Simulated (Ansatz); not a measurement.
# Single-point calculation of Ta₁₆H₃N (part 1 of 2)

- system: Ta₁₆H₃N (slab, 20 atoms in the cell)
- method: DFT PBE+D3(BJ), scalar-relativistic, plane waves, PAW, no spin polarisation (Ansatz 0.2.0)

The structure derives from an entry of the Crystallography Open Database. It belongs to a series of runs on one base structure; here: the whole at its places in the relaxed adsorbed structure.

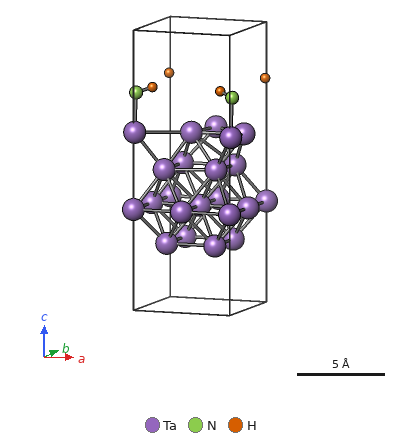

The input geometry (ball-and-stick view of the cell of the calculation, with the vacuum cut short, seen slightly off an axis). An atom can appear more than once, as a periodic image.

**The input**
```yaml
crystal:
  lattice:
    - [5.9136804077, 0.0, 0.0]
    - [0.0, 5.9136804077, 0.0]
    - [0.0, 0.0, 24.665605277]
  atoms:
    - { symbol: Ta, position: [0.25, 0.25, 0.3243382803] }
    - { symbol: Ta, position: [0.25, 0.75, 0.3243382803] }
    - { symbol: Ta, position: [0.75, 0.25, 0.3243382803] }
    - { symbol: Ta, position: [0.75, 0.75, 0.3243382803] }
    - { symbol: Ta, position: [0.5, 0.5, 0.4091041613] }
    - { symbol: Ta, position: [0.5, 0.0, 0.4091041613] }
    - { symbol: Ta, position: [0.0, 0.5, 0.4091041613] }
    - { symbol: Ta, position: [0.0, 0.0, 0.4091041613] }
    - { symbol: Ta, position: [0.7491373475, 0.7998177222, 0.4976955224] }
    - { symbol: Ta, position: [0.7440852133, 0.2953806872, 0.5015805003] }
    - { symbol: Ta, position: [0.2408974177, 0.7012053211, 0.4996084758] }
    - { symbol: Ta, position: [0.2424916264, 0.2003891184, 0.4994879638] }
    - { symbol: Ta, position: [-0.0065550767, 0.0487700704, 0.589052097] }
    - { symbol: Ta, position: [-0.0675190105, 0.565106478, 0.5804720712] }
    - { symbol: Ta, position: [0.4925502701, -0.0458794967, 0.5791204027] }
    - { symbol: Ta, position: [0.430681718, 0.4498098243, 0.5817059946] }
    - { symbol: "N", position: [-0.0141624727, 0.1067870353, 0.6808748188] }
    - { symbol: H, position: [-0.1653894329, 0.1779333166, 0.6919092879] }
    - { symbol: H, position: [0.0036988846, -0.0458365203, 0.7000884132] }
    - { symbol: H, position: [0.1157146923, 0.2120220075, 0.6918754714] }
basis:
  ecutwfc: 420
kpoints:
  mp_grid: { grid: [3, 3, 1] }
hamiltonian:
  xc: pbe
  dispersion: d3bj
scf:
  occupations: { method: gaussian, width: 0.1 }
output:
  forces: true
  eigenvalues: true
  write_density: true
  volumetric_format: npy
efield:
  axis: 3
  dipole_correction: true
  ramp_width: 0.04
```

Run on 4 threads of Intel Xeon (Granite Rapids), 32 GiB of memory available, shared host.

Command:
```bash
ansatz run input.yaml --threads 4 --pin off --max-ram 10240MiB --backend cpu --events-out ev --progress --plain --runs-dir out
```

**The program's output**
```
Engine: ansatz 0.2.0, x86_64-unknown-linux-gnu
Pseudopotentials: kind: paw
Pseudopotential: Ta, paw, valence charge 13, recommended cutoff 420 eV (normal), Ta.paw.azcp
Pseudopotential: N, paw, valence charge 5, recommended cutoff 420 eV (normal), N.paw.azcp
Pseudopotential: H, paw, valence charge 1, recommended cutoff 420 eV (normal), H.paw.azcp
Functional definition: PBE
  parameter kappa = 0.804
  parameter beta = 0.06672455060314922
  exchange = pbe_x(kappa = kappa, mu = beta*pi^2/3)
  correlation = pbe_c(beta = beta)
Crystal: 20 atoms, lattice volume = 862.596 Å³
Basis set: ecut = 420 eV, 16799 PW (Γ), exchange–correlation on 80×80×360 points (8 copies of the dense FFT grid, shifted against one another)
Bands: 130, of which v1, the nominal top of the filled ones, is band 108 counted from 1 (107 counted from 0)
Symmetry: 1 space group operations
Space group: P1 (ITA 1), of the structure as read, at distance tolerance 9.5e-5 Å
k-points: 5 of 9 (time reversal used)
Non-local potential: Ta, projectors of the file, l = 0: 3, l = 1: 2, l = 2: 2, l = 3: 1
Non-local potential: N, projectors of the file, l = 0: 2, l = 1: 2, l = 2: 1
Non-local potential: H, projectors of the file, l = 0: 2, l = 1: 1
PAW form: soft (Blöchl's): semilocal exchange-correlation on the pseudo side does not see the compensation charge
PAW one-centre angular grid: Ta, 590 points (default); XC on 64 Gauss nodes
PAW one-centre angular grid: N, 110 points (default); XC on 64 Gauss nodes
PAW one-centre angular grid: H, 110 points (default); XC on 64 Gauss nodes
Initial density: superposition of atomic densities (neutral atoms: chi_scale 0, normalization atom), corrected by the library's trained network
Initial wavefunctions: pseudopotential atomic-orbital guess
Functional: x = pbe(κ = 0.804, μ = 0.2195149727645171), c = pbe(β = 0.06672455060314922)
SCF iter   1: F=—  HF=-159343.806875 eV  |F-HF|=—  |Δ(HF+E_count)|=         —  Δρ=8.99e-3  dr2=1.76e1  ethr=1.77e-3  p=0.297 e·Å  D=6.24e-2 V/Å  ΔV_dip=-1.54 eV  dr2_dipole=6.22e0  V_vac-E_F(+/−)=2.83/4.37 eV  ⟨swp⟩=9.6  Hψ=3027  notcnv=0
efield: sawtooth ramp at fractional position 0.9922 (placed from the atoms, in the widest stretch of the axis that holds none; the zero of the levels goes with the place), width 0.0400; the density the first Hamiltonian is built on has a dipole p = 0.297 e·Å; the dipole correction subtracts the counter field D = 6.24e-2 V/Å, which shifts the + side's vacuum level by -1.54 eV against the − side's; the planar-averaged density in the ramp window peaks in size at 5.2e-5 e/Å³
preconditioner: auto → LDOS  [metal: Δε(μ)=0.035 eV  Ē_g=3.792 eV  σ=0.100 eV  W_gap=0.19  n_scr=140 (ndim 8)  ℏωp=11.7 eV  f_vac=0.538  D(μ)=17.83/eV (n_scr^D=102)  β→1.0]
SCF iter   2: F=—  HF=-159343.420438 eV  |F-HF|=—  |Δ(HF+E_count)|=   3.86e-1  Δρ=3.79e-3  dr2=3.36e-1  ethr=1.77e-3  p=0.376 e·Å  D=7.88e-2 V/Å  ΔV_dip=-1.94 eV  dr2_dipole=9.84e-3  V_vac-E_F(+/−)=2.63/4.57 eV  ⟨swp⟩=2.6  Hψ=803  notcnv=0  defer=50
SCF iter   3: F=—  HF=-159343.406764 eV  |F-HF|=—  |Δ(HF+E_count)|=   1.37e-2  Δρ=1.97e-3  dr2=1.44e-1  ethr=1.55e-4  p=0.363 e·Å  D=7.62e-2 V/Å  ΔV_dip=-1.88 eV  dr2_dipole=2.23e-2  V_vac-E_F(+/−)=2.64/4.52 eV  ⟨swp⟩=2.4  Hψ=1171  notcnv=0  defer=54
SCF iter   4: F=—  HF=-159343.394913 eV  |F-HF|=—  |Δ(HF+E_count)|=   1.19e-2  Δρ=3.66e-4  dr2=2.66e-3  ethr=6.64e-5  p=0.375 e·Å  D=7.87e-2 V/Å  ΔV_dip=-1.94 eV  dr2_dipole=5.34e-4  V_vac-E_F(+/−)=2.61/4.55 eV  ⟨swp⟩=2.0  Hψ=817  notcnv=0  defer=54
SCF iter   5: F=—  HF=-159343.394907 eV  |F-HF|=—  |Δ(HF+E_count)|=   5.81e-6  Δρ=1.23e-4  dr2=3.04e-4  ethr=1.23e-6  p=0.376 e·Å  D=7.89e-2 V/Å  ΔV_dip=-1.95 eV  dr2_dipole=7.12e-6  V_vac-E_F(+/−)=2.61/4.55 eV  ⟨swp⟩=2.2  Hψ=983  notcnv=0  defer=50
SCF iter   6: F=—  HF=-159343.394930 eV  |F-HF|=—  |Δ(HF+E_count)|=   2.30e-5  Δρ=4.12e-5  dr2=2.83e-5  ethr=1.41e-7  p=0.377 e·Å  D=7.91e-2 V/Å  ΔV_dip=-1.95 eV  dr2_dipole=3.29e-6  V_vac-E_F(+/−)=2.60/4.55 eV  ⟨swp⟩=2.0  Hψ=818  notcnv=0  defer=50
SCF iter   7: F=—  HF=-159343.394534 eV  |F-HF|=—  |Δ(HF+E_count)|=   3.95e-4  Δρ=1.52e-5  dr2=3.98e-6  ethr=1.31e-8  p=0.377 e·Å  D=7.92e-2 V/Å  ΔV_dip=-1.95 eV  dr2_dipole=9.14e-8  V_vac-E_F(+/−)=2.60/4.55 eV  ⟨swp⟩=2.2  Hψ=825  notcnv=0  defer=50
SCF iter   8: F=—  HF=-159343.394535 eV  |F-HF|=—  |Δ(HF+E_count)|=   8.65e-7  Δρ=4.81e-6  dr2=3.50e-7  ethr=1.84e-9  p=0.377 e·Å  D=7.92e-2 V/Å  ΔV_dip=-1.95 eV  dr2_dipole=1.69e-8  V_vac-E_F(+/−)=2.60/4.55 eV  ⟨swp⟩=2.8  Hψ=830  notcnv=0  defer=50
SCF iter   9: F=-159343.394536 eV  HF=-159343.394536 eV  |F-HF|=2.64e-8  |Δ(HF+E_count)|=   3.53e-7  Δρ=1.54e-6  dr2=4.55e-8  ethr=4.63e-11  p=0.377 e·Å  D=7.92e-2 V/Å  ΔV_dip=-1.95 eV  dr2_dipole=3.95e-9  V_vac-E_F(+/−)=2.60/4.56 eV  ⟨swp⟩=16.8  Hψ=3408  notcnv=0
SCF 1 converged in 9 iterations: F = -159343.394536 eV  dr2 = 4.55e-8
  greatest PAW one-centre occupation: 0.999 electrons in one spin orbital (limit 2), on the Ta atom at site 13 (counted from 0), in its partial waves of l = 0
SCF converged after 9 iterations
Free energy (F): -159343.394536 eV
Harris-Foulkes:  -159343.394536 eV  (|F-HF|=2.64e-8)
Internal energy: -159343.284779 eV  (E = F + TS)
E sigma→0 (E₀):  -159343.339657 eV
Entropy (-TS):   -0.109757 eV (-5.488 meV/atom)
Fermi energy:    4.386424 eV
Dipole field:    D = 0.079135 V/Å  (p = 0.377238 e·Å, saw-weighted, corrected)
Work function:   Φ+ = 2.6026 eV   Φ− = 4.5545 eV
Levels:          The Fermi level and band energies are counted from a zero that moves with the ramp; work functions are not
--- Per-component energies (eV) ---
  E_band       = -4785.465985
  E_kinetic    = 5985.140582
  E_local      = -210483.918917  (includes V_loc(G=0)·N_el)
  E_nonlocal   = 281.916711
  E_hartree    = 102287.220860
  E_xc         = -3559.021213
  E_vxc        = -3344.467905  (∫ρ·V_xc dr)
  E_paw        = -134469.074130  (= ΣΔE_a)
  E_vpaw       = -1819.535179  (= ΣTr[D̂ρ^β])
  E_aug_tail   = -0.001284  (compensation charges beyond the density's cutoff)
  E_efield     = 0.014926  (sawtooth field / dipole correction)
  E_vefield    = 20.988407  (∫n·V_field dr)
  E_ewald      = 80621.762261
  E_disp       = -7.324575  (pairwise vdW)
  E_smearing   = -0.109757  (= −TS)
  E_closure    = -0.000000  (closes the sum)
  Σ components = -159343.394536   (vs F -159343.394536, Δ=0.00e0)
--- Forces (eV/Å), atoms counted from 1 ---
  atom   1  Ta     0.01347562    -0.11460087     0.35520095
  atom   2  Ta     0.01700895    -0.15910672     0.37405505
  atom   3  Ta     0.06747720     0.14116883     0.36000500
  atom   4  Ta     0.00096276     0.15411742     0.30437702
  atom   5  Ta    -0.03062763    -0.11704828    -0.28154349
  atom   6  Ta    -0.03094992     0.22203147    -0.41366003
  atom   7  Ta    -0.09858552    -0.08703748    -0.26606220
  atom   8  Ta     0.06140442    -0.03730487    -0.43583700
  atom   9  Ta     0.00459877     0.00236329     0.00032331
  atom  10  Ta     0.00296031    -0.00560554    -0.00396230
  atom  11  Ta    -0.00756247     0.00049073     0.00139793
  atom  12  Ta    -0.00293566     0.00125428     0.00059062
  atom  13  Ta    -0.00303512    -0.00136168    -0.00464994
  atom  14  Ta     0.00294893    -0.00018655     0.00351933
  atom  15  Ta    -0.00021360     0.00263955     0.00389263
  atom  16  Ta     0.00171430    -0.00155401     0.00152430
  atom  17  N      0.01935965    -0.00488479     0.01513144
  atom  18  H      0.01117489    -0.00148607    -0.00022220
  atom  19  H     -0.00897758     0.01546934    -0.00810951
  atom  20  H     -0.02020014    -0.00936956    -0.00594614
  max |Σ_I F_I| component: 2.48e-5 eV/Å
--- Band table (eV; the first three rows and the last of 5) ---
  k-point 0: bands = ["-63.6917", "-63.6605", "-63.6593", "-63.6510", "-63.6224", "-63.4570", "-63.4237", "-63.3649", "-63.3388", "-63.3248", "-63.2957", "-63.2464", "-63.1608", "-63.1185", "-63.0831", "-62.9891", "-30.5204", "-30.5143", "-30.4594", "-30.4433", "-30.4425", "-30.4327", "-30.4289", "-30.3617", "-30.3377", "-30.3337", "-30.3068", "-30.2790", "-30.2703", "-30.2136", "-30.1442", "-30.0761", "-30.0514", "-30.0271", "-29.9881", "-29.9789", "-29.9355", "-29.8884", "-29.8872", "-29.8704", "-29.8428", "-29.8138", "-29.8055", "-29.8027", "-29.7911", "-29.7805", "-29.7224", "-29.7017", "-29.6752", "-29.6233", "-29.6133", "-29.5802", "-29.5591", "-29.5413", "-29.5335", "-29.5117", "-29.4454", "-29.4389", "-29.3992", "-29.3646", "-29.3103", "-29.3022", "-29.2559", "-29.2371", "-14.9869", "-5.2091", "-5.1820", "-3.2864", "-2.0815", "-1.3839", "-0.3448", "-0.0243", "0.0397", "0.0622", "0.0750", "0.1785", "0.3676", "0.5123", "0.9126", "0.9730", "1.0236", "1.2052", "1.3027", "1.3367", "1.3599", "1.4260", "1.6186", "2.2006", "2.3697", "2.4322", "2.9880", "3.2078", "3.2275", "3.2871", "3.3758", "3.4562", "3.5445", "3.5517", "3.6918", "3.7230", "3.8105", "3.8657", "3.9049", "3.9773", "4.0868", "4.2280", "4.3219", "4.5048", "4.6704", "4.6927", "4.7719", "4.8310", "4.9107", "5.1150", "5.1594", "5.2253", "5.3460", "5.3644", "5.4355", "5.4877", "5.6027", "5.7091", "5.8654", "6.0093", "6.1438", "6.1943", "6.3206", "6.5083", "6.5894", "6.7992"]
```
